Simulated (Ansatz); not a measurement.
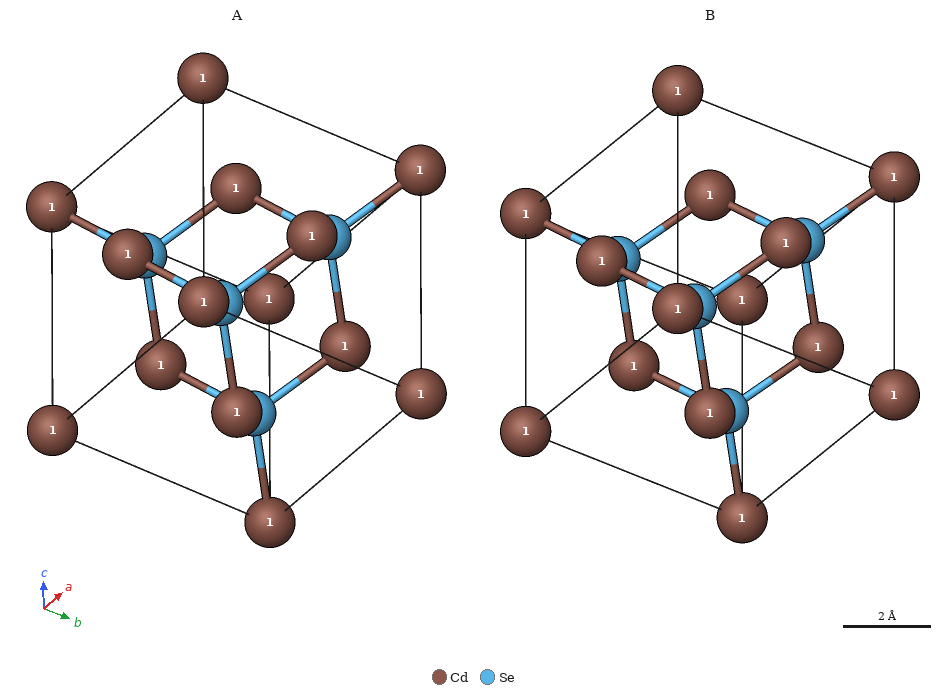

Two geometries of crystalline CdSe (built on the zincblende type) at its r2SCAN-relaxed geometry: one is the relaxed structure, the other was perturbed away from it. The picture is a ball-and-stick view of the conventional cell (4 times the calculation's cell), seen from a free direction. Lengths and directions refer to the drawn axes.

The calculation used Ansatz 0.2.0, DFT, r2SCAN, plane waves, PAW. Set-up: plane-wave cutoff 500 eV; k-point mesh 8 × 8 × 8; occupations fixed; no spin polarisation.

> Which is the distorted one, and what does the distortion cost?

Structure A is the perturbed one. The cell is strained by +4.0 % along [1 −1 1] and none across it (volume +4.0 %). The atoms were relaxed with r2SCAN under that strain, and this is a single point on that geometry. Energy change: +11.8 meV per atom. The pressure goes from −0.1 to −1.9 GPa. The principal stresses (compression positive) are −3.2 GPa along [1 −1 1] and −1.3 GPa across it. The forces stay under 0.01 eV/Å. Among the bonded contacts that change: Cd–Se 2.657 → 2.687 to 2.712 Å. The space group (tolerance 0.01 Å) goes from F-43m (No. 216) to R3m (No. 160).
